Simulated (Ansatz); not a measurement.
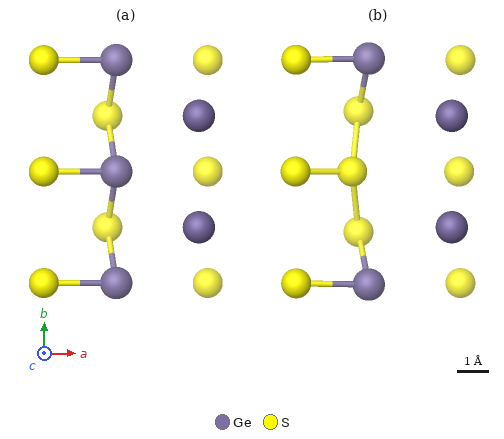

Left: perfect GeS. Right: the same region with one point defect, after relaxing the atoms in a supercell of 48 sites. The picture is a ball-and-stick view of the atoms within 5.4 Å of one point, in a slice 4.2 Å thick across the line of sight, seen along the c axis.

These are results of Ansatz, DFT PBE, scalar-relativistic, plane waves, PAW, not measurements. Settings: plane-wave cutoff 420 eV; k-point mesh 2 × 2 × 2; occupations gaussian; smearing width 0.01 eV; mesh shifted by (0.5, 0.5, 0.5); collinear spin. The cell is small and the k-mesh coarse, so the numbers are rough. A uniform background neutralises the charged cell. The axes drawn are those of the host's conventional cell.

Q: Which defect is it?

A: A germanium atom is replaced by sulfur.

The charge state of the cell is +1.

Q: How does the lattice respond?

A: In the host the Ge atom has 3 S at 2.46 Å; the S atom ends with 3 S at 2.11 to 2.34 Å. Of the host's atoms, a sulfur atom moves furthest from its site, by 0.17 Å. The S atom itself moves 0.43 Å from where it was put. The cell's net moment is 1.00 μB.

Limits of the set-up: layers or molecules are held without a dispersion correction, so their spacing is unreliable.
